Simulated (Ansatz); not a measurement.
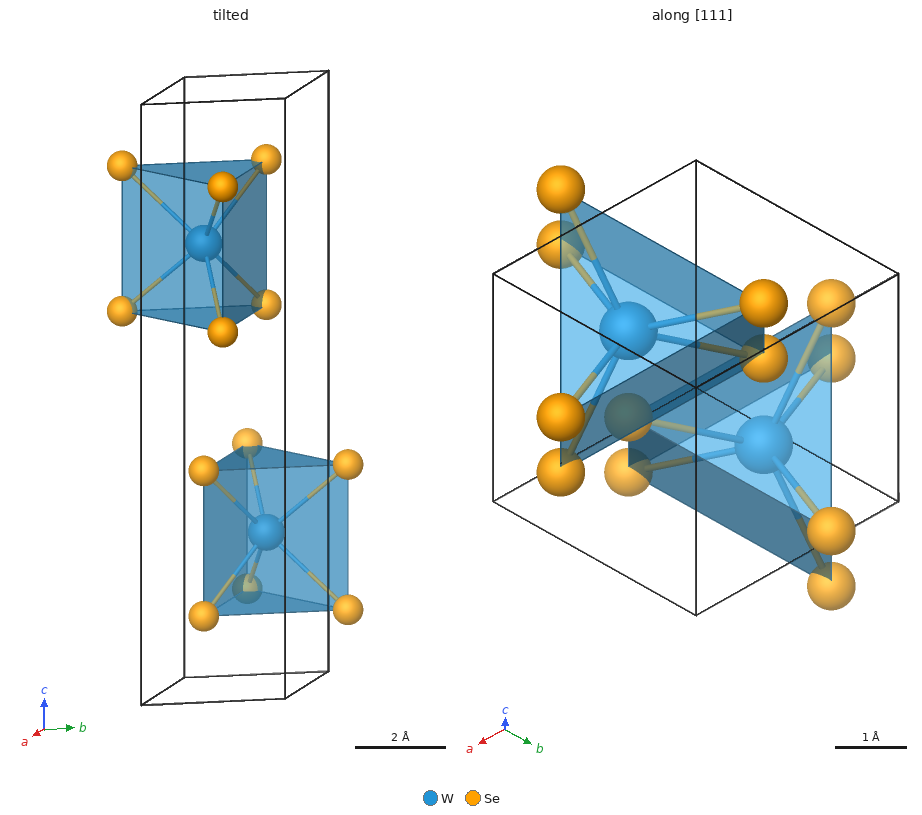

An orthographic polyhedral view of the structure, slightly off an axis and along [111]. The outline marks the conventional unit cell. Some atoms of the next cells are drawn as well.

Give a description of the structure.

- It has the composition WSe2.
- It takes space group P6_3/mmc (No. 194) on a primitive hexagonal lattice.
- Among the common structure types it is 2H molybdenite (MoS₂) type.
- Counting shared atoms by their share gives 2 W, 4 Se, or 6 atoms.
- The polyhedra are WSe6 trigonal prisms; they share edges.
- The neighbours of W are six Se in a trigonal prismatic arrangement at about 2.5 Å. Each Se is bonded to three W in a trigonal pyramidal arrangement at about 2.5 Å. Not all metal-metal contacts are counted.
- The bonds build WSe2 layers parallel to (001).

The starting point was a structure listed in the Materials Project. Earlier steps of the study, as a rule a relaxation of our own, may have changed the cell and positions, so they can lie some per cent off the listed ones. A calculation with Ansatz used it as input.
